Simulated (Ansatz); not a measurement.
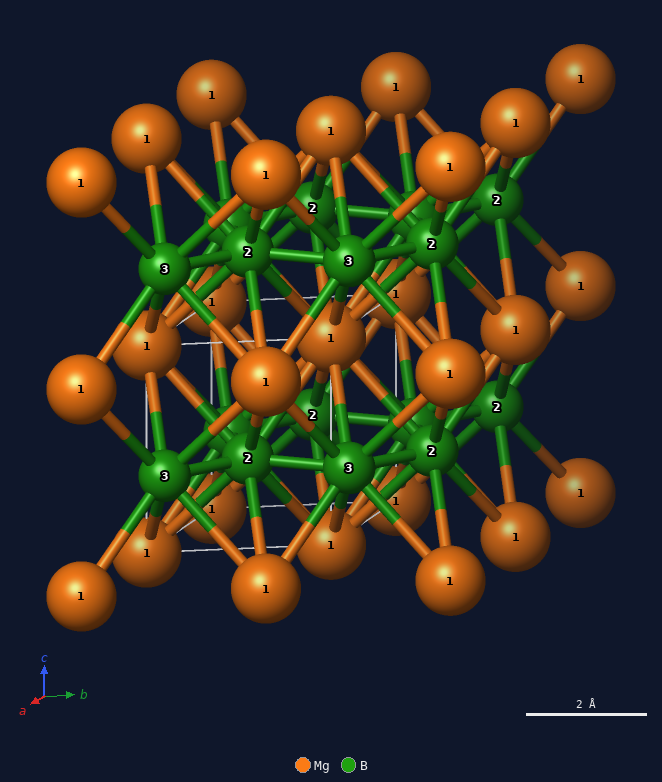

*The input geometry (ball-and-stick view of the cell of the calculation, repeated 2 × 2 × 2, seen slightly off an axis; atoms are numbered from 1 in the order of the input).*

Near neighbours in the crystal (not all of them lie inside the picture): Mg has 12 B at 2.54 Å; B has 3 B at 1.80 Å and 6 Mg at 2.54 Å.

## Field-gradient calculation of MgB₂

The run: field-gradient calculation of MgB₂ (P6/mmm, 3 atoms in the cell). Method and program: DFT, PBE, all-electron PAW with datasets made for the crystal, scalar-relativistic, no spin polarisation (Ansatz 0.2.0).

The structure derives from an entry of the Crystallography Open Database. Its volume is 1.04 times that of the source entry. It belongs to a series of runs on one base structure; here: volume scaled by 1.04, crystal datasets. Figures and captions count atoms from 1; the log counts them from 0 in places.

### Input file
```yaml
crystal:
  lattice:
    - [3.1255974756, 0.0, 0.0]
    - [-1.5627987378, 2.7068468159, 0.0]
    - [0.0, 0.0, 3.5693605797]
  atoms:
    - { symbol: Mg, position: [0.0, 0.0, 0.0] }
    - { symbol: B, position: [0.3333333333, 0.6666666667, 0.5] }
    - { symbol: B, position: [0.6666666667, 0.3333333333, 0.5] }
kpoints:
  mp_grid: { grid: [12, 12, 9] }
scf:
  occupations: { method: fermi_dirac, width: 0.05 }
hamiltonian:
  xc: pbe
  pseudopotentials: { kind: all_electron, datasets: crystal }
output:
  forces: true
  stress: true
  eigenvalues: true
  efg: { contact_densities: true }
```

Machine: 1 thread of Arm Neoverse V1, 24 GiB of memory available, shared host.

Launched with:
```bash
ansatz run input.yaml --threads 1 --pin off --max-ram 6144MiB --backend cpu --events-out ev --progress --plain --runs-dir out
```

### Log
```
hamiltonian.pseudopotentials.datasets: crystal makes datasets for this crystal and solves the spheres of its atoms anew in each pass: cutoff 320.0 eV, the density's 1280.0 eV; recipe 619858dc4b0a.33, for an error of 0.50 meV an atom under PBE, 1.5 meV for the cell; an energy difference from a run of another recipe may be off by several times the error for the cell, under r2SCAN by more, where some 0.1 meV an atom stays at smaller errors; B in spheres of 0.900 Å, 3 of its electrons in bands; Mg in spheres of 1.376 Å, 2 of its electrons in bands, 8 on its site; only band paths and densities of states list, in semicore columns, the levels of the semicore shells that are solved separately: 2s of Mg, 2p of Mg
Engine: ansatz 0.2.0, aarch64-unknown-linux-gnu
Pseudopotentials: kind: all_electron
Pseudopotential: Mg, paw, valence charge 10, recommended cutoff 320 eV (normal), crystal/all_electron/pbe/scalar/gaussian/Mg, Koelling and Harmon's equation, gaussian nucleus
Pseudopotential: B, paw, valence charge 3, recommended cutoff 320 eV (normal), crystal/all_electron/pbe/scalar/gaussian/B, Koelling and Harmon's equation, gaussian nucleus
Functional definition: PBE
  parameter kappa = 0.804
  parameter beta = 0.06672455060314922
  exchange = pbe_x(kappa = kappa, mu = beta*pi^2/3)
  correlation = pbe_c(beta = beta)
Crystal: 3 atoms, lattice volume = 30.199 Å³
Basis set: ecut = 320 eV, 401 PW (Γ), exchange–correlation on 40×40×48 points (8 copies of the dense FFT grid, shifted against one another)
Bands: 8, of which v1, the nominal top of the filled ones, is band 4 counted from 1 (3 counted from 0)
Symmetry: 24 space group operations
Space group: P6/mmm (ITA 191), of the structure as read, at distance tolerance 3.1e-5 Å
k-points: 95 of 1296
Non-local potential: Mg, projectors of the file, l = 0: 1, l = 1: 1
Non-local potential: B, projectors of the file, l = 0: 1, l = 1: 1
PAW form: soft (Blöchl's): semilocal exchange-correlation on the pseudo side does not see the compensation charge
PAW one-centre angular grid: Mg, 110 points (default); XC on its mesh's 2015 points in the sphere
PAW one-centre angular grid: B, 110 points (default); XC on its mesh's 1941 points in the sphere
Initial density: superposition of atomic densities (neutral atoms: chi_scale 0, normalization atom)
Initial wavefunctions: pseudopotential atomic-orbital guess
Functional: x = pbe(κ = 0.804, μ = 0.2195149727645171), c = pbe(β = 0.06672455060314922)
iter 1 solved again at ethr=4.87e-2 eV; its pass at ethr=1.00e-1 eV (dr2=3.90e0 eV) is discarded
SCF iter   1: F=—  HF=-6805.398537 eV  |F-HF|=—  |Δ(HF+E_count)|=         —  Δρ=8.59e-2  dr2=4.01e0  ethr=4.87e-2  ⟨swp⟩=2.1  Hψ=4343  notcnv=0
preconditioner: auto → none  [metal: Δε(μ)=0.034 eV  Ē_g=11.452 eV  σ=0.050 eV  W_gap=0.17  n_scr=2 (ndim 8)  ℏωp=19.1 eV  f_vac=0.000  D(μ)=0.49/eV (n_scr^D=0)  sad-step TF]
SCF iter   2: F=—  HF=-6804.615554 eV  |F-HF|=—  |Δ(HF+E_count)|=   7.83e-1  Δρ=5.03e-2  dr2=1.49e0  ethr=4.87e-2  ⟨swp⟩=2.1  Hψ=1526  notcnv=0  defer=3
SCF iter   3: F=—  HF=-6804.190814 eV  |F-HF|=—  |Δ(HF+E_count)|=   4.25e-1  Δρ=1.75e-2  dr2=1.50e-1  ethr=1.86e-2  ⟨swp⟩=3.3  Hψ=2212  notcnv=0  defer=6
iter 4 solved again at ethr=1.83e-5 eV; its pass at ethr=1.87e-3 eV (dr2=1.46e-3 eV) is discarded
SCF iter   4: F=—  HF=-6804.137372 eV  |F-HF|=—  |Δ(HF+E_count)|=   5.34e-2  Δρ=2.26e-3  dr2=1.35e-3  ethr=1.83e-5  ⟨swp⟩=2.8  Hψ=3574  notcnv=0  defer=4
SCF iter   5: F=—  HF=-6804.136558 eV  |F-HF|=—  |Δ(HF+E_count)|=   8.15e-4  Δρ=5.37e-4  dr2=1.25e-4  ethr=1.69e-5  ⟨swp⟩=2.4  Hψ=1720  notcnv=0  defer=4
SCF iter   6: F=—  HF=-6804.136478 eV  |F-HF|=—  |Δ(HF+E_count)|=   7.96e-5  Δρ=1.32e-4  dr2=8.50e-6  ethr=1.57e-6  ⟨swp⟩=2.0  Hψ=1159  notcnv=0  defer=3
iter 7 closing phase opened: the close's accurate solve read dr2=9.61e-8 eV against 9.38e-8 eV; the close is withheld, and while its budget lasts the loop goes on, solving accurately
SCF iter   7: F=-6804.136483 eV  HF=-6804.136483 eV  |F-HF|=2.81e-8  |Δ(HF+E_count)|=   4.55e-6  Δρ=2.20e-5  dr2=9.37e-8  ethr=1.06e-7  ⟨swp⟩=2.9  Hψ=3053  notcnv=0  defer=1
SCF iter   8: F=—  HF=-6804.136483 eV  |F-HF|=—  |Δ(HF+E_count)|=   6.52e-9  Δρ=2.22e-5  dr2=9.60e-8  ethr=1.00e-12  ⟨swp⟩=1.7  Hψ=888  notcnv=0
SCF iter   9: F=-6804.136483 eV  HF=-6804.136483 eV  |F-HF|=1.74e-10  |Δ(HF+E_count)|=   2.46e-8  Δρ=2.26e-6  dr2=8.88e-10  ethr=1.00e-12  ⟨swp⟩=4.0  Hψ=1741  notcnv=0
SCF 1 converged in 9 iterations: F = -6804.136479 eV  dr2 = 8.88e-10
  Residual-converged pass: the last iteration was solved by the pass's rule, and is the pass (adopted: true)  max |occ|·‖R‖ = 6.1e-6 eV (tolerance 6.5e-6 eV)  dr2=8.88e-10  dr2_onsite=8.51e-10
  greatest PAW one-centre occupation: 0.278 electrons in one spin orbital (limit 2), on the B atom at site 2 (counted from 0), in its partial waves of l = 0
SCF converged after 9 iterations
Free energy (F): -6804.136479 eV
Harris-Foulkes:  -6804.136479 eV  (|F-HF|=1.74e-10)
Internal energy: -6804.132160 eV  (E = F + TS)
E sigma→0 (E₀):  -6804.134319 eV
Entropy (-TS):   -0.004319 eV (-1.440 meV/atom)
Past the cutoff: the bands carry plane waves up to 1.75 times it, of which those up to 1.5 times it add -0.000273 eV an atom, each by itself; the spheres take 0.000150 eV an atom off the energy for waves past 1.75 times it
By the cutoff:   a pressure is off by up to 0.008 GPa (1.2 times the spheres' own share and the shells' term, over an atom's volume, and 0.004 GPa: a bound that held against runs at twice the plane waves)
Past the cutoffs: a stress includes 0.0028 GPa for waves and charges beyond them, in addition to the slope of what the spheres take
In the spheres:  the bands' charges fall short by 1.8e-6 e at most (sound up to 1e-3), those of shells solved beside the bands by 3.0e-8 e (sound up to 5e-4)
Fermi energy:    8.712718 eV
--- Per-component energies (eV) ---
  E_band       = 31.391492
  E_kinetic    = 97.957098
  E_local      = -493.157897  (includes V_loc(G=0)·N_el)
  E_nonlocal   = 11.797817
  E_hartree    = 278.916895
  E_xc         = -74.617908
  E_vxc        = -93.628042  (∫ρ·V_xc dr)
  E_paw        = -7802.271640  (= ΣΔE_a)
  E_vpaw       = -2218.464599  (= ΣTr[D̂ρ^β])
  E_ewald      = -991.809267
  E_smearing   = -0.004319  (= −TS)
  E_closure    = 2169.052742  (closes the sum)
  Σ components = -6804.136479   (vs F -6804.136479, Δ=0.00e0)
  The terms above E_closure are by the made datasets' own strengths, without shells solved beside the bands.
--- Forces (eV/Å), atoms counted from 1 ---
  atom   1  Mg     0.00000000     0.00000000     0.00000000
  atom   2  B      0.00000000    -0.00000000     0.00000000
  atom   3  B      0.00000000     0.00000000     0.00000000
  max |Σ_I F_I| component: 9.25e-18 eV/Å
--- Stress (GPa, compression-positive) ---
       -7.467503      -0.000000       0.000000
       -0.000000      -7.467503       0.000000
        0.000000       0.000000      -4.570208
  P = ⅓ Tr σ = -6.5017 GPa (-65.017 kbar)
  It holds what live shells' own plane waves past their cutoff add
--- PAW observables at the nuclei: V_zz in 10²¹ V/m², potentials from the cell's mean, atoms counted from 1 ---
  atom   1  Mg V_zz =    -0.255260   η = 0.0000   by run symmetry: allowed
            electrostatic potential = -1102.626746 V   contact ρ = 7801.606408 e/Å³
  atom   2  B  V_zz =    +1.729498   η = 0.0000   by run symmetry: allowed
            electrostatic potential = -325.283542 V   contact ρ = 486.555678 e/Å³
  atom   3  B  V_zz =    +1.729498   η = 0.0000   by run symmetry: allowed
            electrostatic potential = -325.283542 V   contact ρ = 486.555678 e/Å³
--- Band table (eV; the first three rows and the last of 95) ---
  k-point 0: bands = ["-3.4261", "5.9042", "9.0749", "9.0749", "10.3160", "14.8795"]
  k-point 1: bands = ["-3.3236", "5.1190", "9.1136", "9.1136", "11.3448", "14.9166"]
  k-point 2: bands = ["-3.0321", "3.7193", "9.2146", "9.2146", "13.4688", "15.0148"]
  k-point 94: bands = ["2.4034", "2.4034", "3.7090", "6.9145", "6.9145", "12.2098"]
```

### Key numbers

```csv
quantity,value
outcome,converged
space group (tolerance 0.01 Å),P6/mmm (191)
electrons in bands (core shells apart),8
free energy,−6804.1365 eV
Fermi energy,8.713 eV
pressure,−6.50 GPa
field gradient V_zz (10²¹ V/m²),"Mg −0.26, B 1.73, B 1.73"
largest force (length of the vector),under 0.001 eV/Å
wall time,9.6 s
peak memory,0.41 GiB
```

The cell is under a tension of 6.5 GPa at this level, so it is not at its equilibrium volume.
